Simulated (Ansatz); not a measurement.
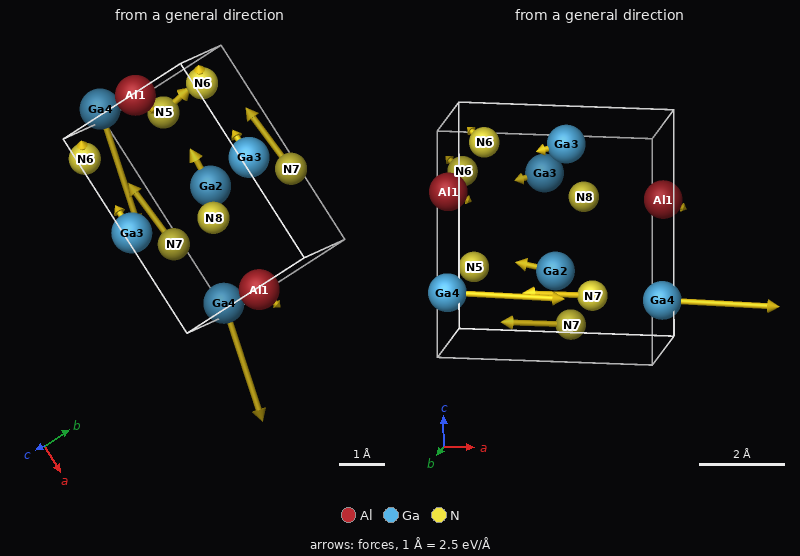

View from two general directions, drawn as a spheres-only model. The simulation cell is outlined; an atom on or near a face, edge or corner is repeated at each equivalent position. The arrows are the computed forces on the atoms.

System: AlGa3N4. Run with DFT PBEsol, scalar-relativistic, plane waves, PAW (Ansatz 0.2.0) and these settings: wavefunction cutoff 420 eV, k-grid 6×8×6, Gaussian smearing of 0.05 eV, no spin polarisation.

Are the atoms in equilibrium?

No. The atoms still feel forces of up to about 5.9 eV/Å, far above a usual threshold of 0.01 to 0.03 eV/Å.

Which atom is furthest from force balance?

Ga4, about 5.9 eV/Å.

The structure was taken from a structure listed in the Materials Project. The cell was then strained or its atoms displaced on purpose. It was run through Ansatz as a DFT input.
